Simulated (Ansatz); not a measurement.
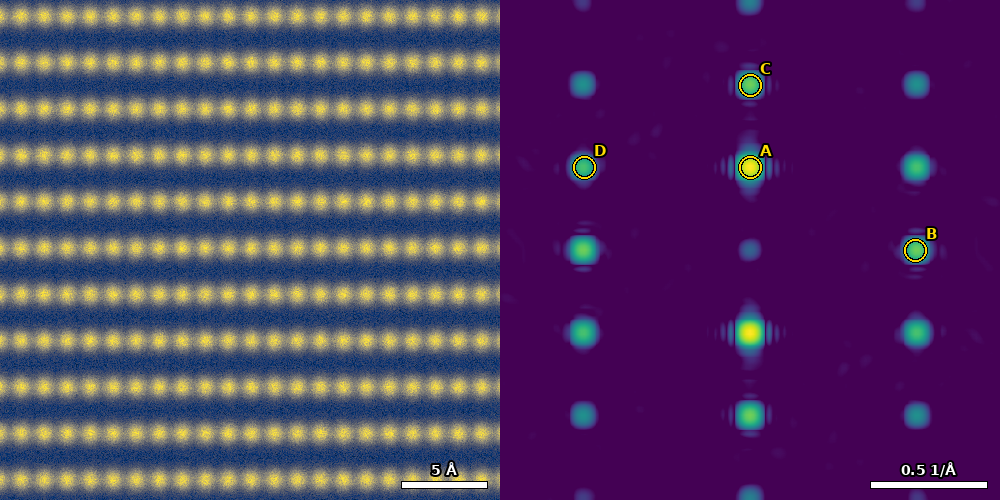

HAADF-like image of a crystal. Simulated incoherent Z contrast: every atom adds Z^1.6 spread by a probe of 0.92 Å full width; channelling and multiple scattering are left out. The probe carries 25 % of its weight in a tail 2.5 times as wide. The display is stretched by a gamma of 0.65; percentages refer to the linear signal. Shot noise was added.

The right panel is the modulus of the image's Fourier transform on a logarithmic scale.

### Which lattice spacings do the marked spots stand for, and what angle do A and B enclose?

A: 2.8 Å, B: 1.4 Å, C: 1.4 Å, D: 1.2 Å; A and B enclose about 90°.

The crystal is Al (P6/mmm, No. 191) along [210]; the spots are (0 0 -1), (1 -2 0), (0 0 -2) and (-1 2 -1). Structure: coordinates from a relaxation with DFT PBEsol, scalar-relativistic, plane waves, PAW (Ansatz); the starting structure was generated, so it need not be a known form of this composition.
